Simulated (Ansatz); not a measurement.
## Single-point calculation of C$_{24}$Cl (part 2 of 3)

Continued. System: C$_{24}$Cl (slab, 25 atoms in the cell). Method: DFT PBE+D3(BJ), scalar-relativistic, plane waves, PAW, PAW set soft_1, spin-polarised (Ansatz 0.2.0); cutoff 420 eV, 6×4×1 k-mesh, Gaussian smearing of 0.05 eV, collinear spins. The structure derives from an entry of the Crystallography Open Database.

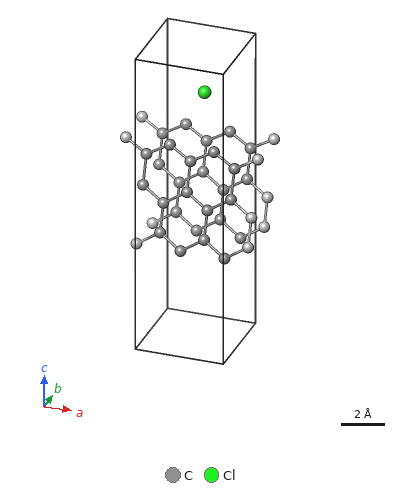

The input geometry (ball-and-stick view of the cell of the calculation, with the vacuum cut short, seen slightly off an axis; neighbours outside the cell are drawn fainter). An atom can appear more than once, as a periodic image.

### What the program printed, continued
```
SCF iter   1: F=—  HF=-7091.178657 eV  |F-HF|=—  |Δ(HF+E_count)|=         —  Δρ=3.86e-2 (↑3.69e-2 ↓3.86e-2)  dr2=9.61e1  dr2_m=1.70e-1  M=0.919 μB ∫|m|=2.234 μB  β_m=1.00  ethr=3.10e-3  p=0.000 e·Å  D=4.19e-8 V/Å  ΔV_dip=-0.00 eV  dr2_dipole=2.77e1  V_vac-E_F(+/−)=8.56/8.56 eV  ⟨swp⟩=7.8  Hψ=11015  notcnv=0  defer=257
efield: sawtooth ramp at fractional position 0.8248 (placed from the atoms, in the widest stretch of the axis that holds none; the zero of the levels goes with the place), width 0.0400; the density the first Hamiltonian is built on has a dipole p = 0.000 e·Å; the dipole correction subtracts the counter field D = 4.19e-8 V/Å, which shifts the + side's vacuum level by -0.00 eV against the − side's; the planar-averaged density in the ramp window peaks in size at 3.1e-7 e/Å³
preconditioner: auto → LDOS  [metal: Δε(μ)=0.024 eV  Ē_g=13.818 eV  σ=0.050 eV  W_gap=0.26  n_scr=112 (ndim 8)  ℏωp=13.7 eV  f_vac=0.590  D(μ)=12.25/eV (n_scr^D=62)]
spin=Collinear: LDOS preconditioning applied to the charge; magnetization (m = ρ↑ − ρ↓) channel mixes plain (no charge-response kernel on spin).
SCF iter   2: F=—  HF=-7083.923557 eV  |F-HF|=—  |Δ(HF+E_count)|=    7.26e0  Δρ=2.71e-2 (↑2.59e-2 ↓2.71e-2)  dr2=5.94e1  dr2_m=1.22e-1  M=0.994 μB ∫|m|=3.389 μB  β_m=1.00  ethr=3.10e-3  p=0.035 e·Å  D=8.32e-3 V/Å  ΔV_dip=-0.19 eV  dr2_dipole=1.88e1  V_vac-E_F(+/−)=8.15/8.33 eV  ⟨swp⟩=2.0  Hψ=4128  notcnv=0  defer=504  κ⁻¹=1.0e0(r=1)
SCF iter   3: F=—  HF=-7079.835876 eV  |F-HF|=—  |Δ(HF+E_count)|=    4.09e0  Δρ=2.02e-2 (↑1.42e-2 ↓2.02e-2)  dr2=2.98e1  dr2_m=7.66e-1  M=-0.633 μB ∫|m|=2.868 μB  β_m=0.30  ethr=3.10e-3  p=0.154 e·Å  D=3.70e-2 V/Å  ΔV_dip=-0.82 eV  dr2_dipole=1.08e1  V_vac-E_F(+/−)=6.93/7.75 eV  ⟨swp⟩=3.0  Hψ=3477  notcnv=0  defer=504  κ⁻¹=1.1e-2(r=2)
SCF iter   4: F=—  HF=-7079.122099 eV  |F-HF|=—  |Δ(HF+E_count)|=   7.14e-1  Δρ=1.32e-2 (↑8.72e-3 ↓1.32e-2)  dr2=3.88e0  dr2_m=6.01e-1  M=-0.176 μB ∫|m|=3.724 μB  β_m=0.30  ethr=3.10e-3  p=0.101 e·Å  D=2.43e-2 V/Å  ΔV_dip=-0.54 eV  dr2_dipole=1.07e0  V_vac-E_F(+/−)=7.30/7.84 eV  ⟨swp⟩=2.8  Hψ=3998  notcnv=0  defer=520  κ⁻¹=7.7e-3(r=3)
SCF iter   5: F=—  HF=-7079.411510 eV  |F-HF|=—  |Δ(HF+E_count)|=   2.89e-1  Δρ=1.38e-2 (↑8.94e-3 ↓1.38e-2)  dr2=2.75e0  dr2_m=7.05e-1  M=-0.065 μB ∫|m|=4.692 μB  β_m=0.30  ethr=3.10e-3  p=0.068 e·Å  D=1.63e-2 V/Å  ΔV_dip=-0.36 eV  dr2_dipole=4.52e-1  V_vac-E_F(+/−)=7.39/7.75 eV  ⟨swp⟩=1.0  Hψ=1822  notcnv=0  defer=520  κ⁻¹=1.8e-3(r=4)
SCF iter   6: F=—  HF=-7079.820594 eV  |F-HF|=—  |Δ(HF+E_count)|=   4.09e-1  Δρ=1.44e-2 (↑9.02e-3 ↓1.44e-2)  dr2=3.91e0  dr2_m=6.75e-1  M=0.032 μB ∫|m|=5.399 μB  β_m=0.30  ethr=2.67e-3  p=0.058 e·Å  D=1.39e-2 V/Å  ΔV_dip=-0.31 eV  dr2_dipole=6.17e-1  V_vac-E_F(+/−)=7.34/7.65 eV  ⟨swp⟩=1.0  Hψ=2058  notcnv=0  defer=520  κ⁻¹=1.9e-4(r=5)
SCF iter   7: F=—  HF=-7080.145495 eV  |F-HF|=—  |Δ(HF+E_count)|=   3.25e-1  Δρ=1.28e-2 (↑9.45e-3 ↓1.28e-2)  dr2=3.95e0  dr2_m=5.36e-1  M=-0.263 μB ∫|m|=5.897 μB  β_m=0.30  ethr=2.67e-3  p=0.033 e·Å  D=7.89e-3 V/Å  ΔV_dip=-0.18 eV  dr2_dipole=6.67e-1  V_vac-E_F(+/−)=7.34/7.51 eV  ⟨swp⟩=1.0  Hψ=2074  notcnv=0  defer=516  κ⁻¹=1.4e-4(r=6)
SCF iter   8: F=—  HF=-7080.214402 eV  |F-HF|=—  |Δ(HF+E_count)|=   6.89e-2  Δρ=1.03e-2 (↑8.62e-3 ↓1.03e-2)  dr2=2.63e0  dr2_m=3.41e-1  M=-0.341 μB ∫|m|=6.164 μB  β_m=0.30  ethr=2.67e-3  p=-0.078 e·Å  D=-1.87e-2 V/Å  ΔV_dip=0.42 eV  dr2_dipole=2.13e-1  V_vac-E_F(+/−)=7.41/6.99 eV  ⟨swp⟩=2.0  Hψ=2043  notcnv=0  defer=516  κ⁻¹=8.7e-5(r=7)
SCF iter   9: F=—  HF=-7080.367277 eV  |F-HF|=—  |Δ(HF+E_count)|=   1.53e-1  Δρ=9.13e-3 (↑8.09e-3 ↓9.13e-3)  dr2=2.42e0  dr2_m=2.32e-1  M=-0.432 μB ∫|m|=6.446 μB  β_m=0.30  ethr=2.56e-3  p=-0.138 e·Å  D=-3.31e-2 V/Å  ΔV_dip=0.74 eV  dr2_dipole=1.31e-1  V_vac-E_F(+/−)=7.43/6.69 eV  ⟨swp⟩=1.1  Hψ=2262  notcnv=0  defer=508
Mixer restart at iter 9: flushing history
spin-set hold released at iteration 9 (site moments contracting): the magnetisation degrees of freedom join the quasi-Newton model from the next iteration; the mixer history was flushed
SCF iter  10: F=—  HF=-7080.210505 eV  |F-HF|=—  |Δ(HF+E_count)|=   1.57e-1  Δρ=6.06e-3 (↑5.97e-3 ↓6.06e-3)  dr2=7.49e-1  dr2_m=1.53e-1  M=-0.339 μB ∫|m|=6.657 μB  β_m=0.49  ethr=2.35e-3  p=-0.191 e·Å  D=-4.59e-2 V/Å  ΔV_dip=1.02 eV  dr2_dipole=8.82e-2  V_vac-E_F(+/−)=7.43/6.41 eV  ⟨swp⟩=1.8  Hψ=2094  notcnv=0  defer=508
density mixer auto → msr1: a metal under ldos (density of states about μ 1.04 of a free-electron gas's, 112 screened modes)
SCF iter  11: F=—  HF=-7080.353455 eV  |F-HF|=—  |Δ(HF+E_count)|=   1.43e-1  Δρ=6.20e-3 (↑3.80e-3 ↓6.20e-3)  dr2=6.92e-1  dr2_m=1.47e-1  M=0.087 μB ∫|m|=7.425 μB  β_m=0.75  ethr=7.28e-4  p=-0.270 e·Å  D=-6.49e-2 V/Å  ΔV_dip=1.44 eV  dr2_dipole=2.23e-1  V_vac-E_F(+/−)=7.47/6.02 eV  ⟨swp⟩=2.1  Hψ=2721  notcnv=0  defer=515
SCF iter  12: F=—  HF=-7080.497639 eV  |F-HF|=—  |Δ(HF+E_count)|=   1.44e-1  Δρ=6.96e-3 (↑2.10e-3 ↓6.96e-3)  dr2=1.65e0  dr2_m=1.10e-1  M=0.111 μB ∫|m|=7.954 μB  β_m=0.87  ethr=6.72e-4  p=-0.296 e·Å  D=-7.12e-2 V/Å  ΔV_dip=1.58 eV  dr2_dipole=5.75e-1  V_vac-E_F(+/−)=7.44/5.86 eV  ⟨swp⟩=2.0  Hψ=2074  notcnv=0  defer=515
SCF iter  13: F=—  HF=-7080.581221 eV  |F-HF|=—  |Δ(HF+E_count)|=   8.36e-2  Δρ=5.84e-3 (↑2.50e-3 ↓5.84e-3)  dr2=1.69e0  dr2_m=4.82e-2  M=0.030 μB ∫|m|=8.305 μB  β_m=0.94  ethr=6.72e-4  p=-0.339 e·Å  D=-8.14e-2 V/Å  ΔV_dip=1.81 eV  dr2_dipole=5.57e-1  V_vac-E_F(+/−)=7.45/5.64 eV  ⟨swp⟩=2.0  Hψ=2096  notcnv=0  defer=516
SCF iter  14: F=—  HF=-7080.526411 eV  |F-HF|=—  |Δ(HF+E_count)|=   5.48e-2  Δρ=5.01e-3 (↑1.97e-3 ↓5.01e-3)  dr2=9.62e-1  dr2_m=4.07e-2  M=0.000 μB ∫|m|=8.202 μB  β_m=0.94  ethr=6.72e-4  p=-0.355 e·Å  D=-8.53e-2 V/Å  ΔV_dip=1.90 eV  dr2_dipole=3.23e-1  V_vac-E_F(+/−)=7.50/5.60 eV  ⟨swp⟩=2.0  Hψ=2988  notcnv=0  defer=520
SCF iter  15: F=—  HF=-7080.509376 eV  |F-HF|=—  |Δ(HF+E_count)|=   1.70e-2  Δρ=2.87e-3 (↑1.87e-3 ↓2.87e-3)  dr2=4.10e-1  dr2_m=1.50e-2  M=0.000 μB ∫|m|=8.225 μB  β_m=0.82  ethr=6.72e-4  p=-0.386 e·Å  D=-9.28e-2 V/Å  ΔV_dip=2.06 eV  dr2_dipole=1.00e-1  V_vac-E_F(+/−)=7.55/5.49 eV  ⟨swp⟩=2.1  Hψ=2974  notcnv=0  defer=520
SCF iter  16: F=—  HF=-7080.485656 eV  |F-HF|=—  |Δ(HF+E_count)|=   2.37e-2  Δρ=1.66e-3 (↑1.33e-3 ↓1.66e-3)  dr2=1.00e-1  dr2_m=8.24e-3  M=0.000 μB ∫|m|=8.187 μB  β_m=0.91  ethr=3.98e-4  p=-0.411 e·Å  D=-9.87e-2 V/Å  ΔV_dip=2.19 eV  dr2_dipole=1.56e-2  V_vac-E_F(+/−)=7.58/5.38 eV  ⟨swp⟩=2.0  Hψ=2865  notcnv=0  defer=520
SCF iter  17: F=—  HF=-7080.492209 eV  |F-HF|=—  |Δ(HF+E_count)|=   6.55e-3  Δρ=6.70e-4 (↑6.45e-4 ↓6.70e-4)  dr2=1.04e-2  dr2_m=1.21e-3  M=0.000 μB ∫|m|=8.264 μB  β_m=0.82  ethr=9.75e-5  p=-0.404 e·Å  D=-9.72e-2 V/Å  ΔV_dip=2.16 eV  dr2_dipole=4.70e-4  V_vac-E_F(+/−)=7.51/5.35 eV  ⟨swp⟩=2.1  Hψ=2811  notcnv=0  defer=512
SCF iter  18: F=—  HF=-7080.493685 eV  |F-HF|=—  |Δ(HF+E_count)|=   1.48e-3  Δρ=8.36e-4 (↑2.68e-4 ↓8.36e-4)  dr2=2.01e-2  dr2_m=1.09e-3  M=0.000 μB ∫|m|=8.271 μB  β_m=0.90  ethr=1.01e-5  p=-0.402 e·Å  D=-9.66e-2 V/Å  ΔV_dip=2.15 eV  dr2_dipole=4.53e-3  V_vac-E_F(+/−)=7.50/5.35 eV  ⟨swp⟩=2.0  Hψ=3041  notcnv=0  defer=512
SCF iter  19: F=—  HF=-7080.494084 eV  |F-HF|=—  |Δ(HF+E_count)|=   3.98e-4  Δρ=7.52e-4 (↑2.18e-4 ↓7.52e-4)  dr2=1.93e-2  dr2_m=7.31e-4  M=0.000 μB ∫|m|=8.231 μB  β_m=0.95  ethr=1.01e-5  p=-0.401 e·Å  D=-9.66e-2 V/Å  ΔV_dip=2.15 eV  dr2_dipole=2.18e-3  V_vac-E_F(+/−)=7.51/5.36 eV  ⟨swp⟩=2.2  Hψ=2376  notcnv=0  defer=512
SCF iter  20: F=—  HF=-7080.493136 eV  |F-HF|=—  |Δ(HF+E_count)|=   9.48e-4  Δρ=4.50e-4 (↑3.58e-4 ↓4.50e-4)  dr2=1.17e-2  dr2_m=1.43e-4  M=0.001 μB ∫|m|=8.176 μB  β_m=0.98  ethr=1.01e-5  p=-0.400 e·Å  D=-9.63e-2 V/Å  ΔV_dip=2.14 eV  dr2_dipole=1.87e-3  V_vac-E_F(+/−)=7.52/5.38 eV  ⟨swp⟩=2.0  Hψ=2723  notcnv=0  defer=512
SCF iter  21: F=—  HF=-7080.492941 eV  |F-HF|=—  |Δ(HF+E_count)|=   1.94e-4  Δρ=3.94e-4 (↑2.43e-4 ↓3.94e-4)  dr2=3.22e-3  dr2_m=4.10e-4  M=0.001 μB ∫|m|=8.182 μB  β_m=0.83  ethr=1.01e-5  p=-0.401 e·Å  D=-9.63e-2 V/Å  ΔV_dip=2.14 eV  dr2_dipole=7.31e-4  V_vac-E_F(+/−)=7.53/5.39 eV  ⟨swp⟩=2.0  Hψ=2457  notcnv=0  defer=512
SCF iter  22: F=—  HF=-7080.493248 eV  |F-HF|=—  |Δ(HF+E_count)|=   3.06e-4  Δρ=2.04e-4 (↑1.09e-4 ↓2.04e-4)  dr2=9.29e-4  dr2_m=1.13e-4  M=0.001 μB ∫|m|=8.209 μB  β_m=0.79  ethr=3.12e-6  p=-0.404 e·Å  D=-9.71e-2 V/Å  ΔV_dip=2.16 eV  dr2_dipole=2.87e-4  V_vac-E_F(+/−)=7.52/5.36 eV  ⟨swp⟩=2.0  Hψ=2907  notcnv=0  defer=512
SCF iter  23: F=—  HF=-7080.493322 eV  |F-HF|=—  |Δ(HF+E_count)|=   7.44e-5  Δρ=1.05e-4 (↑5.46e-5 ↓1.05e-4)  dr2=2.64e-4  dr2_m=2.53e-5  M=0.001 μB ∫|m|=8.233 μB  β_m=0.83  ethr=9.02e-7  p=-0.403 e·Å  D=-9.70e-2 V/Å  ΔV_dip=2.16 eV  dr2_dipole=3.22e-7  V_vac-E_F(+/−)=7.51/5.36 eV  ⟨swp⟩=2.0  Hψ=3029  notcnv=0  defer=511
SCF iter  24: F=—  HF=-7080.493343 eV  |F-HF|=—  |Δ(HF+E_count)|=   2.09e-5  Δρ=5.83e-5 (↑3.32e-5 ↓5.83e-5)  dr2=8.03e-5  dr2_m=8.42e-6  M=0.001 μB ∫|m|=8.235 μB  β_m=0.86  ethr=2.56e-7  p=-0.403 e·Å  D=-9.70e-2 V/Å  ΔV_dip=2.16 eV  dr2_dipole=1.99e-5  V_vac-E_F(+/−)=7.51/5.36 eV  ⟨swp⟩=2.2  Hψ=2781  notcnv=0  defer=511
SCF iter  25: F=—  HF=-7080.493543 eV  |F-HF|=—  |Δ(HF+E_count)|=   2.00e-4  Δρ=3.86e-5 (↑2.83e-5 ↓3.86e-5)  dr2=7.24e-5  dr2_m=4.08e-6  M=0.001 μB ∫|m|=8.238 μB  β_m=0.77  ethr=7.79e-8  p=-0.403 e·Å  D=-9.69e-2 V/Å  ΔV_dip=2.15 eV  dr2_dipole=2.47e-5  V_vac-E_F(+/−)=7.51/5.36 eV  ⟨swp⟩=2.0  Hψ=3111  notcnv=0  defer=511
SCF iter  26: F=—  HF=-7080.493547 eV  |F-HF|=—  |Δ(HF+E_count)|=   3.88e-6  Δρ=2.96e-5 (↑1.90e-5 ↓2.96e-5)  dr2=2.57e-5  dr2_m=2.32e-6  M=0.001 μB ∫|m|=8.238 μB  β_m=0.71  ethr=7.03e-8  p=-0.403 e·Å  D=-9.69e-2 V/Å  ΔV_dip=2.15 eV  dr2_dipole=8.53e-6  V_vac-E_F(+/−)=7.51/5.36 eV  ⟨swp⟩=2.0  Hψ=2564  notcnv=0  defer=511
SCF iter  27: F=—  HF=-7080.493551 eV  |F-HF|=—  |Δ(HF+E_count)|=   4.29e-6  Δρ=2.06e-5 (↑1.42e-5 ↓2.06e-5)  dr2=6.77e-6  dr2_m=1.49e-6  M=0.001 μB ∫|m|=8.238 μB  β_m=0.73  ethr=2.50e-8  p=-0.403 e·Å  D=-9.68e-2 V/Å  ΔV_dip=2.15 eV  dr2_dipole=1.56e-6  V_vac-E_F(+/−)=7.51/5.36 eV  ⟨swp⟩=2.0  Hψ=2843  notcnv=0  defer=511
SCF iter  28: F=—  HF=-7080.493556 eV  |F-HF|=—  |Δ(HF+E_count)|=   4.82e-6  Δρ=1.15e-5 (↑8.73e-6 ↓1.15e-5)  dr2=1.84e-6  dr2_m=4.82e-7  M=0.001 μB ∫|m|=8.241 μB  β_m=0.81  ethr=6.57e-9  p=-0.403 e·Å  D=-9.68e-2 V/Å  ΔV_dip=2.15 eV  dr2_dipole=8.27e-10  V_vac-E_F(+/−)=7.51/5.36 eV  ⟨swp⟩=2.4  Hψ=3081  notcnv=0  defer=511
SCF iter  29: F=—  HF=-7080.493557 eV  |F-HF|=—  |Δ(HF+E_count)|=   1.55e-6  Δρ=1.17e-5 (↑5.43e-6 ↓1.17e-5)  dr2=3.46e-6  dr2_m=3.92e-7  M=0.001 μB ∫|m|=8.244 μB  β_m=0.91  ethr=1.78e-9  p=-0.403 e·Å  D=-9.68e-2 V/Å  ΔV_dip=2.15 eV  dr2_dipole=1.40e-6  V_vac-E_F(+/−)=7.51/5.36 eV  ⟨swp⟩=2.8  Hψ=3155  notcnv=0  defer=511
SCF iter  30: F=—  HF=-7080.493558 eV  |F-HF|=—  |Δ(HF+E_count)|=   1.14e-6  Δρ=1.28e-5 (↑5.71e-6 ↓1.28e-5)  dr2=6.73e-6  dr2_m=3.01e-7  M=0.001 μB ∫|m|=8.243 μB  β_m=0.74  ethr=1.78e-9  p=-0.403 e·Å  D=-9.68e-2 V/Å  ΔV_dip=2.15 eV  dr2_dipole=2.42e-6  V_vac-E_F(+/−)=7.51/5.36 eV  ⟨swp⟩=2.0  Hψ=2785  notcnv=0  defer=511
SCF iter  31: F=—  HF=-7080.493558 eV  |F-HF|=—  |Δ(HF+E_count)|=   4.59e-7  Δρ=7.77e-6 (↑3.57e-6 ↓7.77e-6)  dr2=1.61e-6  dr2_m=1.56e-7  M=0.001 μB ∫|m|=8.243 μB  β_m=0.86  ethr=1.78e-9  p=-0.403 e·Å  D=-9.68e-2 V/Å  ΔV_dip=2.15 eV  dr2_dipole=4.65e-7  V_vac-E_F(+/−)=7.51/5.36 eV  ⟨swp⟩=2.0  Hψ=2903  notcnv=0  defer=511
SCF iter  32: F=—  HF=-7080.493558 eV  |F-HF|=—  |Δ(HF+E_count)|=   2.95e-7  Δρ=6.59e-6 (↑3.74e-6 ↓6.59e-6)  dr2=1.14e-6  dr2_m=1.07e-7  M=0.001 μB ∫|m|=8.242 μB  β_m=0.75  ethr=1.56e-9  p=-0.403 e·Å  D=-9.69e-2 V/Å  ΔV_dip=2.15 eV  dr2_dipole=2.95e-7  V_vac-E_F(+/−)=7.51/5.36 eV  ⟨swp⟩=2.0  Hψ=2862  notcnv=0  defer=511
SCF iter  33: F=—  HF=-7080.493559 eV  |F-HF|=—  |Δ(HF+E_count)|=   4.16e-7  Δρ=5.54e-6 (↑2.60e-6 ↓5.54e-6)  dr2=7.02e-7  dr2_m=6.65e-8  M=0.001 μB ∫|m|=8.242 μB  β_m=0.75  ethr=1.10e-9  p=-0.403 e·Å  D=-9.69e-2 V/Å  ΔV_dip=2.15 eV  dr2_dipole=9.34e-8  V_vac-E_F(+/−)=7.51/5.36 eV  ⟨swp⟩=2.0  Hψ=2908  notcnv=0  defer=511
SCF iter  34: F=—  HF=-7080.493559 eV  |F-HF|=—  |Δ(HF+E_count)|=   9.13e-8  Δρ=3.48e-6 (↑3.33e-6 ↓3.48e-6)  dr2=8.52e-7  dr2_m=7.43e-9  M=0.001 μB ∫|m|=8.243 μB  β_m=0.62  ethr=6.81e-10  p=-0.403 e·Å  D=-9.69e-2 V/Å  ΔV_dip=2.15 eV  dr2_dipole=1.25e-7  V_vac-E_F(+/−)=7.51/5.36 eV  ⟨swp⟩=2.1  Hψ=3008  notcnv=0  defer=511
SCF iter  35: F=—  HF=-7080.493559 eV  |F-HF|=—  |Δ(HF+E_count)|=   2.60e-8  Δρ=2.09e-6 (↑1.56e-6 ↓2.09e-6)  dr2=6.57e-8  dr2_m=1.94e-8  M=0.001 μB ∫|m|=8.243 μB  β_m=0.63  ethr=9.71e-11  p=-0.403 e·Å  D=-9.69e-2 V/Å  ΔV_dip=2.15 eV  dr2_dipole=2.26e-8  V_vac-E_F(+/−)=7.51/5.36 eV  ⟨swp⟩=34.9  Hψ=25294  notcnv=0
```
